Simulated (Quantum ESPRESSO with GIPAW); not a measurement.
# ZnF2: how strain moves the 67Zn line

GIPAW runs (PBEsol, plane-wave PAW from pslibrary 1.0.0 recipes, cutoffs 55 and 330 Ry, one 5×5×7 mesh for all shielding runs; Quantum ESPRESSO with GIPAW, a patched development version; no spin-orbit coupling, no macroscopic shape term) on ZnF2, space group P4_2/mnm before straining. The cell below is strained in the basal plane, with the c axis held, and the atoms are relaxed in pw.x at each strain, zero included.

```
Zn F
1.0
     4.70480    0.00000    0.00000
     0.00000    4.70480    0.00000
     0.00000    0.00000    3.13380
Zn F
2 4
Direct
  0.50000 0.50000 0.50000
  0.00000 0.00000 0.00000
  0.80368 0.19632 0.50000
  0.69632 0.69632 0.00000
  0.19632 0.80368 0.50000
  0.30368 0.30368 0.00000
```

The cell is an entry of the Crystallography Open Database.

The bonds are those of Zn (atom 1; ZnF6). One row is withheld.

| strain (%) | mean bond (Å) | σ_iso Zn (ppm) | σ_iso F (ppm) | span Zn (ppm) |
| --- | --- | --- | --- | --- |
| -2 | 2.0091 | 1766.79 | 338.42 | 93.4 |
| -1.5 | 2.0152 | 1775.73 | 338.49 | 92.6 |
| -1 | 2.0212 | 1784.39 | 338.51 | 92.4 |
| 0 | 2.0335 | 1801.44 | 338.44 | 90.2 |
| +0.5 | 2.0397 | 1809.71 | 338.33 | 89.1 |
| +1 | 2.0457 | 1817.64 | 338.19 | 88.5 |
| +2 | 2.0572 | ? | ? | ? |

**Task.** Fit σ_iso of Zn against strain, judge whether a straight line is enough, and predict the withheld row at +2 %.

1. With n = 6: Σx = -3.000, Σy = 10755.70, Σx² = 8.5000, Σxy = -5259.070.

2. Slope b = (nΣxy − ΣxΣy)/(nΣx² − (Σx)²) = 16.97 ppm per %, intercept a = (Σy − bΣx)/n = 1801.10 ppm.

3. Residuals (run less line), in the order of the table: -0.37, +0.08, +0.26, +0.34, +0.12, -0.43 ppm. They bend in one sense; the largest is 0.8 % of the range of σ, so a line serves for most purposes and a parabola takes up the rest: σ = 1801.43 + 16.613 x − 0.356 x², with residuals of 0.07 ppm or less.

4. At +2 % (outside the fitted range) the line gives 1835.04 ppm and the parabola 1833.23 ppm.

5. The run gives:

| strain (%) | mean bond (Å) | σ_iso Zn (ppm) | σ_iso F (ppm) | span Zn (ppm) |
| --- | --- | --- | --- | --- |
| +2 | 2.0572 | 1831.64 | 337.88 | 96.5 |

Prediction less run: the line misses by +3.40 ppm, the parabola by +1.59 ppm. By the parabola, a strain of +1 % changes σ of Zn by +16.26 ppm and one of −1 % by -16.97 ppm; the mean slope is +16.97 ppm per %, or 14 ppm for 0.01 Å of mean bond length. The shift moves the opposite way, scaled by the slope of a reference line. Over the table σ of F goes from 338.42 to 337.88 ppm, not steadily. Zero strain is the database's lattice with relaxed atoms, not this functional's rest cell, and neither cutoff nor mesh was tested for the slopes. The omitted shape term, common to all sites, changes with strain too. This build of gipaw.x prints that it is not audited and that its numbers are no references by themselves. The relaxations ran on cheaper settings and stop at small residual forces, which adds noise that small residuals can't be told from. 67Zn is quadrupolar, so a real line also moves with the field gradient, which is not computed here.

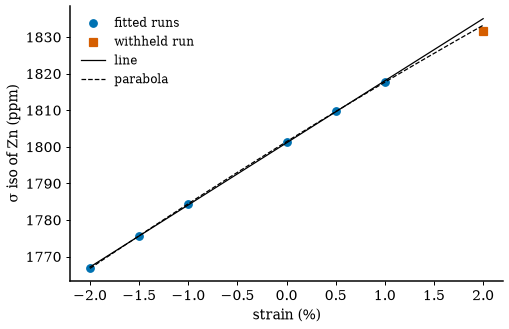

σ_iso of Zn against strain.

[Banner, clock, file and message-heading lines were taken out of the pw.x and gipaw.x logs.]

[Logs are printed without paths, hosts, clocks, repeated set-up lines and the standing remarks that a program may print on its own settings, such as how far it seeks lower states.]

[Hosts, paths, dates, database ids (printed as entryN), source tags and the programs' standing remarks are cut or masked in the printed files.]
